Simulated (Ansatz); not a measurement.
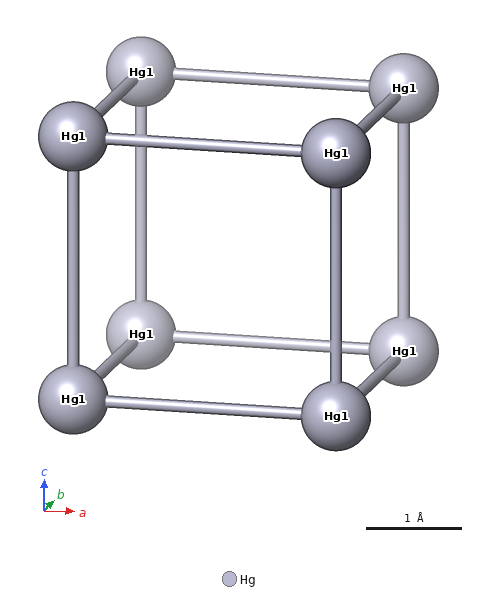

Figure 1. The structure as given in the input (ball-and-stick view of the cell of the calculation, seen slightly off an axis; atoms are numbered from 1 in the order of the input). Near neighbours in the crystal (not all of them lie inside the picture): Hg has 6 Hg at 2.86 Å.

**Two runs on Hg**

System: Hg (Pm-3m, 1 atom in the cell).
Method of the first run: DFT, LDA (PW92), plane waves (420 eV) with PAW, scalar-relativistic, no spin polarisation (Ansatz 0.2.0).

Text and figures count atoms from 1; the logs count them from 0 in places.

### Input, the first run
```yaml
crystal:
  lattice:
    - [2.8552066711, 0.0, 0.0]
    - [0.0, 2.8552066711, 0.0]
    - [0.0, 0.0, 2.8552066711]
  atoms:
    - { symbol: Hg, position: [0.0, 0.0, 0.0] }
hamiltonian:
  xc: lda
  pseudopotentials:
    kind: paw
    azcp:
      Hg: "pseudopotentials/Hg.paw.azcp"
basis:
  ecutwfc: 420
  fft_grid_basis: typed
kpoints:
  mp_grid: { grid: [18, 18, 18], shift: [0, 0, 0] }
magnetization:
  spin_polarized: false
scf:
  occupations: { method: fermi_dirac, width: 0.1 }
output:
  stress: true
  write_density: true
  write_potential: true
  elf: true
  volumetric_format: npy
```

Hardware: 2 threads of an Arm (aarch64) CPU, shared host.

### Output, shortened to warnings, some set-up lines, iterations and results (the first run)
```
Warning: [file] the record states the generating functional pbe (its physics header spells it `PBE`), which answers neither for hamiltonian.xc's functional nor for the lda family's — results may be inconsistent (PPs are generated against a specific XC)
Basis set: ecut = 420 eV, 461 PW (Γ)
Symmetry: 48 space group operations
k-points: 220 of 5832
Initial density: superposition of atomic densities (neutral atoms: chi_scale 0, normalization atom), corrected by the library's trained network
[...]
SCF iter   1: F=—  HF=-13522.427009 eV  |F-HF|=—  |Δ(HF+E_count)|=         —  Δρ=4.52e-3  dr2=2.85e-3  ethr=1.77e-3  ⟨swp⟩=5.1  Hψ=15685  notcnv=0
SCF iter   2: F=—  HF=-13522.426762 eV  |F-HF|=—  |Δ(HF+E_count)|=   2.47e-4  Δρ=2.26e-3  dr2=5.80e-4  ethr=1.42e-5  ⟨swp⟩=2.4  Hψ=5862  notcnv=0
SCF iter   3: F=—  HF=-13522.426592 eV  |F-HF|=—  |Δ(HF+E_count)|=   1.70e-4  Δρ=3.02e-4  dr2=1.26e-5  ethr=2.90e-6  ⟨swp⟩=2.4  Hψ=4229  notcnv=0
SCF iter   4: F=—  HF=-13522.426588 eV  |F-HF|=—  |Δ(HF+E_count)|=   3.84e-6  Δρ=5.61e-5  dr2=6.58e-7  ethr=6.29e-8  ⟨swp⟩=2.0  Hψ=4318  notcnv=0
SCF iter   5: F=-13522.426588 eV  HF=-13522.426588 eV  |F-HF|=3.17e-10  |Δ(HF+E_count)|=   2.07e-8  Δρ=2.16e-6  dr2=9.26e-10  ethr=3.29e-9  ⟨swp⟩=2.5  Hψ=5088  notcnv=0
SCF iter   6: F=-13522.426588 eV  HF=-13522.426588 eV  |F-HF|=7.28e-12  |Δ(HF+E_count)|=  7.13e-10  Δρ=1.89e-7  dr2=3.62e-12  ethr=4.63e-12  ⟨swp⟩=4.3  Hψ=14976  notcnv=0
SCF 1 converged in 6 iterations: F = -13522.426588 eV  dr2 = 3.62e-12
SCF converged after 6 iterations
Free energy (F): -13522.426588 eV
Harris-Foulkes:  -13522.426588 eV  (|F-HF|=7.28e-12)
Internal energy: -13522.417470 eV  (E = F + TS)
E sigma→0 (E₀):  -13522.422029 eV
Entropy (-TS):   -0.009118 eV (-9.118 meV/atom)
Fermi energy:    14.843547 eV
--- Per-component energies (eV) ---
  E_band       = -393.895781
  E_kinetic    = 605.657330
  E_local      = -2574.844651  (includes V_loc(G=0)·N_el)
  E_nonlocal   = 79.655165
  E_hartree    = 1103.353854
  E_xc         = -219.830202
  E_vxc        = -263.128664  (∫ρ·V_xc dr)
  E_paw        = -9655.121081  (= ΣΔE_a)
  E_vpaw       = -447.943569  (= ΣTr[D̂ρ^β])
  E_aug_tail   = 0.000854  (compensation charges beyond the density's cutoff)
  E_ewald      = -2861.864833
  E_core_change = 0.576093  (= ΣΔE_core)
  E_smearing   = -0.009118  (= −TS)
  E_closure    = 0.000000  (closes the sum)
  Σ components = -13522.426588   (vs F -13522.426588, Δ=0.00e0)
--- Stress (GPa, compression-positive) ---
        2.442076      -0.000000       0.000000
        0.000000       2.442076       0.000000
        0.000000       0.000000       2.442076
  P = ⅓ Tr σ = 2.4421 GPa (24.421 kbar)
```

The input of the second run differs as follows (lines with − go, lines with + come):
```diff
-    - [2.8552066711, 0.0, 0.0]
-    - [0.0, 2.8552066711, 0.0]
-    - [0.0, 0.0, 2.8552066711]
+    - [2.7735842514, 0.0, 0.0]
+    - [0.0, 2.7735842514, 0.0]
+    - [0.0, 0.0, 2.7735842514]
```

What does this change do to the results?

With the same functional and potentials, the second run lies 72.7 meV per atom higher. The pressure goes from 2.44 to 10.32 GPa. The volume per atom goes from 23.28 to 21.34 Å³. The cell is scaled evenly with the atoms at fixed fractional positions, so −ΔP/Δ ln V estimates the bulk modulus midway between the two volumes: about 91 GPa. The number of SCF iterations is the same. The plane waves at Γ go from 461 to 437.

### Output, shortened to warnings, some set-up lines, iterations and results (the second run)
```
Warning: [file] the record states the generating functional pbe (its physics header spells it `PBE`), which answers neither for hamiltonian.xc's functional nor for the lda family's — results may be inconsistent (PPs are generated against a specific XC)
Basis set: ecut = 420 eV, 437 PW (Γ)
Symmetry: 48 space group operations
k-points: 220 of 5832
Initial density: superposition of atomic densities (neutral atoms: chi_scale 0, normalization atom), corrected by the library's trained network
[...]
SCF iter   1: F=—  HF=-13522.354049 eV  |F-HF|=—  |Δ(HF+E_count)|=         —  Δρ=4.69e-3  dr2=2.05e-3  ethr=1.77e-3  ⟨swp⟩=5.0  Hψ=15715  notcnv=0
SCF iter   2: F=—  HF=-13522.354036 eV  |F-HF|=—  |Δ(HF+E_count)|=   1.34e-5  Δρ=2.49e-3  dr2=5.23e-4  ethr=1.02e-5  ⟨swp⟩=2.3  Hψ=5876  notcnv=0
SCF iter   3: F=—  HF=-13522.353934 eV  |F-HF|=—  |Δ(HF+E_count)|=   1.02e-4  Δρ=4.63e-4  dr2=3.76e-5  ethr=2.62e-6  ⟨swp⟩=1.0  Hψ=3072  notcnv=0
SCF iter   4: F=—  HF=-13522.353920 eV  |F-HF|=—  |Δ(HF+E_count)|=   1.36e-5  Δρ=8.00e-5  dr2=8.42e-7  ethr=1.88e-7  ⟨swp⟩=2.1  Hψ=4450  notcnv=0
SCF iter   5: F=-13522.353921 eV  HF=-13522.353921 eV  |F-HF|=7.99e-10  |Δ(HF+E_count)|=   2.00e-7  Δρ=9.69e-6  dr2=1.78e-8  ethr=4.21e-9  ⟨swp⟩=2.4  Hψ=5104  notcnv=0
SCF iter   6: F=-13522.353921 eV  HF=-13522.353921 eV  |F-HF|=1.44e-10  |Δ(HF+E_count)|=   4.83e-9  Δρ=1.23e-6  dr2=2.21e-10  ethr=8.92e-11  ⟨swp⟩=4.3  Hψ=15471  notcnv=0
SCF 1 converged in 6 iterations: F = -13522.353921 eV  dr2 = 2.21e-10
SCF converged after 6 iterations
Free energy (F): -13522.353921 eV
Harris-Foulkes:  -13522.353921 eV  (|F-HF|=1.44e-10)
Internal energy: -13522.344724 eV  (E = F + TS)
E sigma→0 (E₀):  -13522.349322 eV
Entropy (-TS):   -0.009197 eV (-9.197 meV/atom)
Fermi energy:    16.754190 eV
--- Per-component energies (eV) ---
  E_band       = -361.846482
  E_kinetic    = 607.019486
  E_local      = -2438.794568  (includes V_loc(G=0)·N_el)
  E_nonlocal   = 79.342520
  E_hartree    = 1051.169200
  E_xc         = -220.609206
  E_vxc        = -264.148383  (∫ρ·V_xc dr)
  E_paw        = -9654.963855  (= ΣΔE_a)
  E_vpaw       = -447.603855  (= ΣTr[D̂ρ^β])
  E_aug_tail   = 0.000824  (compensation charges beyond the density's cutoff)
  E_ewald      = -2946.085218
  E_core_change = 0.576093  (= ΣΔE_core)
  E_smearing   = -0.009197  (= −TS)
  E_closure    = -0.000000  (closes the sum)
  Σ components = -13522.353921   (vs F -13522.353921, Δ=0.00e0)
--- Stress (GPa, compression-positive) ---
       10.320831       0.000000      -0.000000
        0.000000      10.320831       0.000000
        0.000000       0.000000      10.320831
  P = ⅓ Tr σ = 10.3208 GPa (103.208 kbar)
```

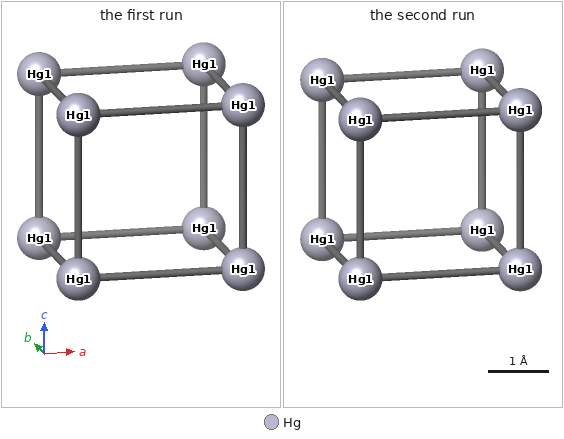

Figure 2. The two input geometries at one scale (ball-and-stick view of the cell of the calculation, seen slightly off an axis). No atom moves by more than 0.005 Å relative to the cell. The volume changes by −8.3 %, with a = b = c 2.855 → 2.774 Å (−2.9 %). Among the contacts that change: Hg1–Hg1 2.855 → 2.774 Å.

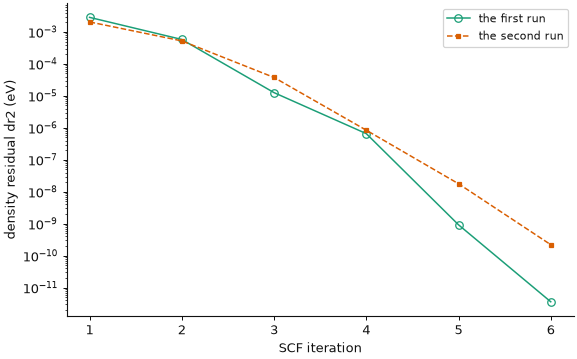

Figure 3. Convergence of the two runs: density residual dr2 against the SCF iteration. The first run takes 6 iterations in all, and the second run takes 6.

### The two runs side by side

| quantity | the first run | the second run |
| --- | --- | --- |
| outcome | converged | converged |
| free energy per atom (eV) | −13522.4266 | −13522.3539 |
| energy per atom, smearing taken to zero (eV) | −13522.4220 | −13522.3493 |
| pressure (GPa) | 2.44 | 10.32 |
| volume per atom (Å³) | 23.28 | 21.34 |
| SCF iterations | 6 | 6 |
| irreducible k-points | 220 | 220 |
| plane waves at Γ | 461 | 437 |
| wall time (shared host) | 2.5 s | 2.4 s |

For both runs: Warnings: the PAW datasets were made with another functional. Spin–orbit coupling is left out, which matters for Hg. For the second run: The cell is under a pressure of 10.3 GPa at this level, so it is not at its equilibrium volume.
